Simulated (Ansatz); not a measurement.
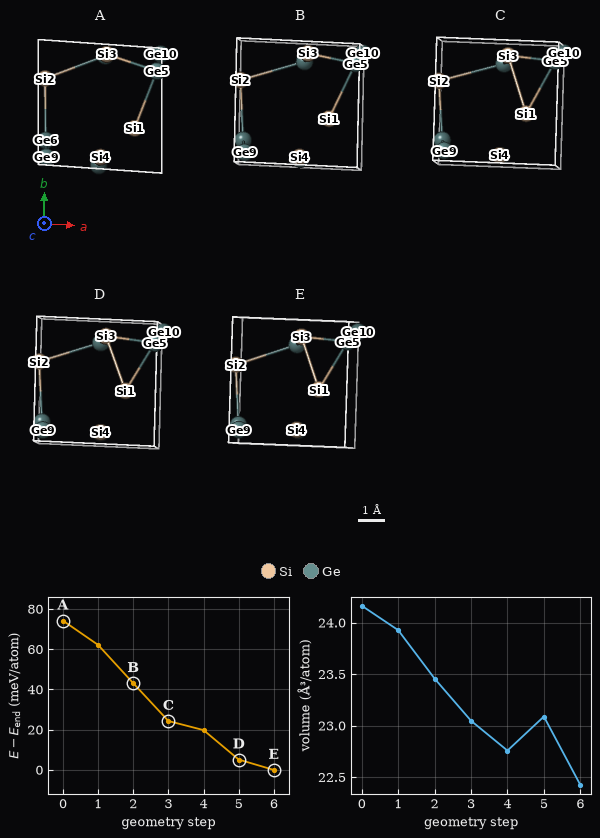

Frames of a relaxation of solid Si$_{2}$Ge$_{3}$ (a generated structure, set up in P1) (coarse preliminary run), marked on the history of the run. Style: ball-and-stick. Shown: the cell of the calculation, along the c axis.

Computed with DFT PBE, scalar-relativistic, plane waves, PAW in Ansatz 0.2.0.

The input:
```yaml
crystal:
  lattice:
    - [4.8922676291, 0.0, 0.0]
    - [-0.3388527816, 4.9220409418, 0.0]
    - [-0.4169230602, -0.3567353896, 10.0354081439]
  atoms:
    - { symbol: Si, position: [0.7795750125, 0.3430141517, 0.9041154843] }
    - { symbol: Si, position: [0.0556799061, 0.6911597, 0.4570289555] }
    - { symbol: Si, position: [0.5545621312, 0.9199412574, 0.7735076011] }
    - { symbol: Si, position: [0.5041666383, 0.0930056276, 0.2814251601] }
    - { symbol: Ge, position: [0.9597487391, 0.8131477445, 0.9958893618] }
    - { symbol: Ge, position: [0.0591629944, 0.1959276248, 0.5140581363] }
    - { symbol: Ge, position: [0.5427628017, 0.9064454233, 0.5175674189] }
    - { symbol: Ge, position: [0.4886900312, 0.0238316866, 0.0323519947] }
    - { symbol: Ge, position: [0.0652206132, 0.0617314776, 0.7651804405] }
    - { symbol: Ge, position: [0.9904311324, 0.9517953065, 0.2588754468] }
basis:
  ecutwfc: 420
kpoints:
  mp_grid: { grid: [4, 4, 2] }
hamiltonian:
  xc: pbe
scf:
  occupations: { method: gaussian, width: 0.1 }
  lower_state_search: "off"
output:
  forces: true
  stress: true
  eigenvalues: true
relax:
  adjacent_minimum: "off"
  f_tol: 0.04
  max_steps: 70
  cell: { stress_tol: 0.4 }
```

Command:
```bash
ansatz run input.yaml --threads 1 --pin off --max-ram 2048MiB --backend cpu --events-out ev --progress --plain --runs-dir out
```

> What happens along the run?

The run was cut off at its time limit before the relaxation converged, so the last structure is only a point on the way. The largest move relative to the cell is that of Si1, 0.62 Å roughly along [−1 3 −1]. Largest moves by element: Si 0.62 Å, Ge 0.54 Å. The drawn cell changes as follows: a 4.892 → 4.613 Å (−5.7 %), b 4.934 → 4.969 Å (+0.7 %), c 10.050 → 9.863 Å (−1.9 %), α 91.9° → 91.5°, β 92.4° → 97.1°, γ 93.9° → 90.3°; the volume changes by −7.2 %. Near-neighbour distances that change, for instance: Si1–Si3 3.404 → 2.415 Å, Si4–Ge6 3.508 → 2.852 Å, Si1–Si3 (another image) 2.584 → 3.131 Å, Si4–Ge8 2.513 → 3.006 Å. Bond angles that change, for instance: Si3–Ge7–Si4 157.2° → 132.6°, Ge9–Si3–Ge9 147.8° → 124.9°, Si3–Ge9–Si3 147.8° → 124.9°. The space group stays P1 (No. 1). The energy falls by 74.2 meV per atom in 6 geometry steps. The largest force component goes from 0.26 to 0.29 eV/Å. The pressure goes from −0.25 to 1.05 GPa. From step 0 to 2: Ge7 moves most (0.30 Å), volume −2.9 %, energy −31.1 meV per atom. From step 2 to 3: Si1 moves most (0.18 Å), volume −1.7 %, energy −18.8 meV per atom. From step 3 to 5: Si4 moves most (0.17 Å), volume +0.2 %, energy −19.2 meV per atom. From step 5 to 6: Si4 moves most (0.20 Å), volume −2.9 %, energy −5.2 meV per atom.
